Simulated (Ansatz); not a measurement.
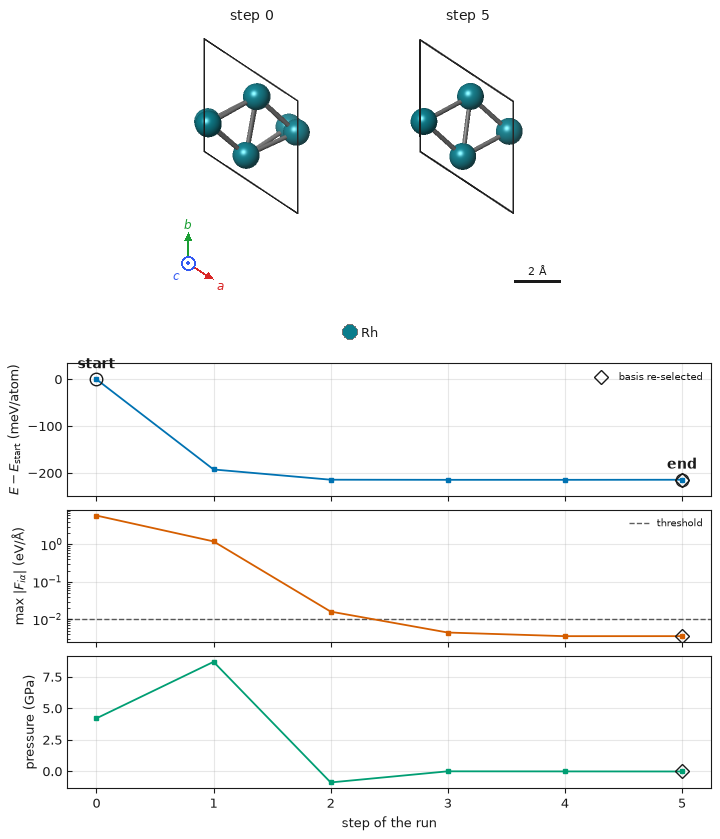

First and last geometry of a relaxation of crystalline Rh (set up in P1), with the history of the run. The picture is a ball-and-stick view of the cell of the calculation, seen along the c axis.

Case: all atoms moved at random, sigma 0.1 Å for each component, cell strained at random, sigma 0.01; relaxed back.

Computed with DFT PBEsol, scalar-relativistic, plane waves, PAW (Ansatz).

The input:
```yaml
crystal:
  lattice:
    - [-2.6978891615, 0.0116209806, 4.3632281372]
    - [-2.7036494629, -0.0122070795, -4.3668058359]
    - [2.7002617357, -4.695417217, -0.0110278996]
  atoms:
    - { symbol: Rh, position: [0.5675212061, 0.7995781909, 0.329819287] }
    - { symbol: Rh, position: [0.5583377362, 0.7926254669, 0.8606201614] }
    - { symbol: Rh, position: [0.0367199795, 0.284781069, 0.3143803617] }
    - { symbol: Rh, position: [0.0450966715, 0.2683883029, 0.8267914469] }
    - { symbol: Rh, position: [0.4502393024, 0.2119106176, 0.1953025943] }
    - { symbol: Rh, position: [0.4475034156, 0.2126542416, 0.6459541515] }
    - { symbol: Rh, position: [0.9070926776, 0.7168548513, 0.1561984512] }
    - { symbol: Rh, position: [0.9874890111, 0.7132072599, 0.670933546] }
basis:
  ecutwfc: 420
kpoints:
  mp_grid: { grid: [8, 8, 8] }
hamiltonian:
  xc: pbesol
scf:
  occupations: { method: gaussian, width: 0.15 }
output:
  forces: true
  stress: true
  eigenvalues: true
relax:
  adjacent_minimum: "off"
  f_tol: 0.01
  max_steps: 80
  cell: { stress_tol: 0.1 }
```

Run as
```bash
ansatz run input.yaml --threads 2 --pin off --max-ram 5120MiB --backend cpu --events-out ev --progress --plain --runs-dir out
```

**What do the curves and the structures tell?**

It converged. After 4 accepted moves (5 points after the start) the energy has fallen by 214 meV per atom. Largest force component: 5.9 eV/Å at the start, 0.0036 eV/Å at the end. Pressure: 4.21 GPa at the start and −0.01 GPa at the end. The SCF was repeated once at an unchanged geometry on a basis and grid sized afresh for the cell, which shifted the energy by 0.2 meV per atom at most. Rh7 moves most relative to the cell: 0.28 Å roughly along [3 0 1]. The volume changes by −2.0 %, with a 5.130 → 5.100 Å (−0.6 %), b 5.136 → 5.101 Å (−0.7 %), c 5.417 → 5.375 Å (−0.8 %), α 105.0° → 105.3°, β 105.4° → 105.3°. Some distances before and after: Rh1–Rh7 3.059 → 2.666 Å, Rh2–Rh7 2.310 → 2.664 Å, Rh1–Rh7 (another image) 2.329 → 2.666 Å, Rh4–Rh7 2.999 → 2.665 Å. The space group (tolerance 0.01 Å) goes from P1 (No. 1) to P6_3/mmc (No. 194). The run took 3.1 min on 2 threads of AMD EPYC 9R45 96-Core Processor (Zen 5), with other jobs on the host, peak memory 1.7 GiB.
